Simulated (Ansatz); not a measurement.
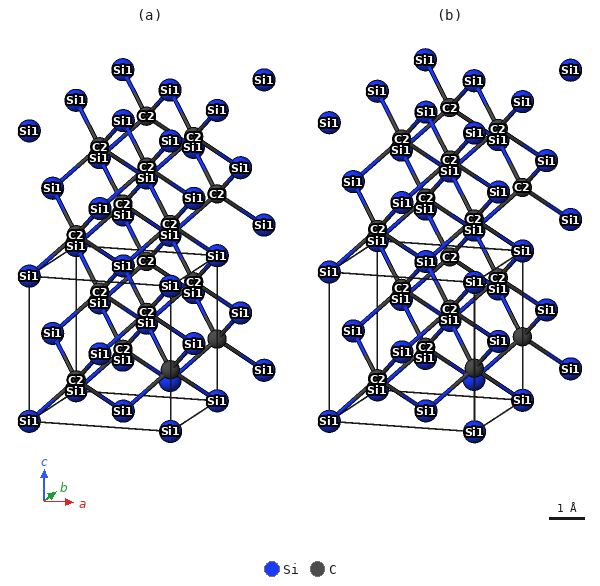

Left: a symmetric starting cell of SiC. Right: the same structure after one change, at the same scale. Style: ball-and-stick. Shown: the conventional cell (4 times the calculation's cell), repeated 1 × 2 × 2 with one cell outlined, slightly off an axis. Lengths and directions refer to the drawn axes.

Level of theory: DFT PBEsol, scalar-relativistic, plane waves, PAW (Ansatz). (plane-wave cutoff 420 eV; k-point mesh 12 × 12 × 12; occupations gaussian; smearing width 0.02 eV; no spin polarisation)

> What was changed?

All lengths are scaled by +2.8 % (volume +8.7 %), the atoms keeping their fractional coordinates. No relaxation follows. The starting cell wasn't computed here and needn't be at equilibrium, so pressure and forces aren't due to the change alone.

> And its effect?

The pressure is −14.7 GPa (not all of it need come from the change, since the unchanged cell can be under pressure at this level too). All forces vanish by symmetry. Some distances before and after: C–Si 1.883 → 1.936 Å. The space group stays F-43m (No. 216).
